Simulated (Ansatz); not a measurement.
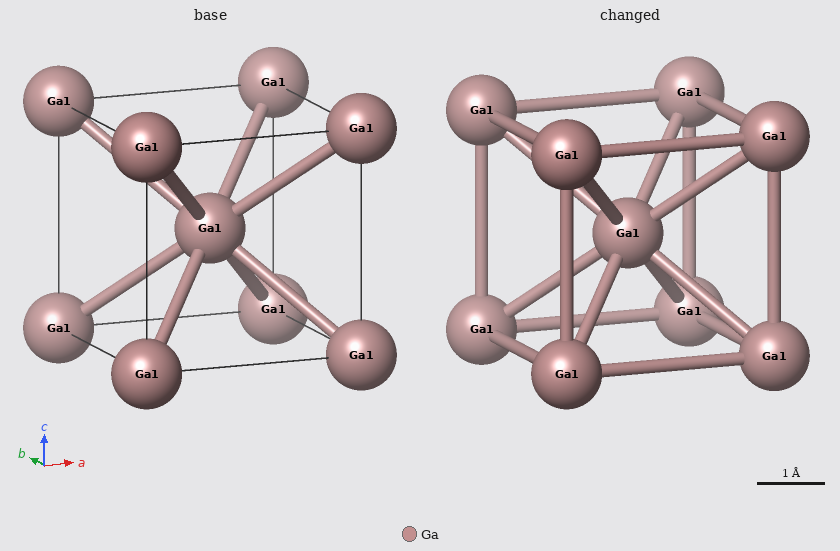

Left: a symmetric starting cell of Ga (made from another compound by putting Ga in place of Tl). Right: the same structure after one change, at the same scale. A ball-and-stick model of the conventional cell (2 times the calculation's cell), seen slightly off an axis. Lengths and directions refer to the drawn axes.

Method: DFT PBE, scalar-relativistic, plane waves, PAW (Ansatz 0.2.0). (plane-wave cutoff 420 eV; k-point mesh 18 × 18 × 18; occupations gaussian; smearing width 0.1 eV; no spin polarisation)

What was changed?

Answer. All lengths are scaled by −3.3 % (volume −9.5 %), the atoms keeping their fractional coordinates. No relaxation follows. The starting cell wasn't computed here and needn't be at equilibrium, so pressure and forces aren't due to the change alone.

How do the computed properties respond?

Answer. The pressure is −1.0 GPa (not all of it need come from the change, since the unchanged cell can be under pressure at this level too). All forces vanish by symmetry. Among the bonded contacts that change: Ga–Ga 3.513 → 3.397 Å, Ga–Ga 3.042 → 2.942 Å. The space group stays Im-3m (No. 229).
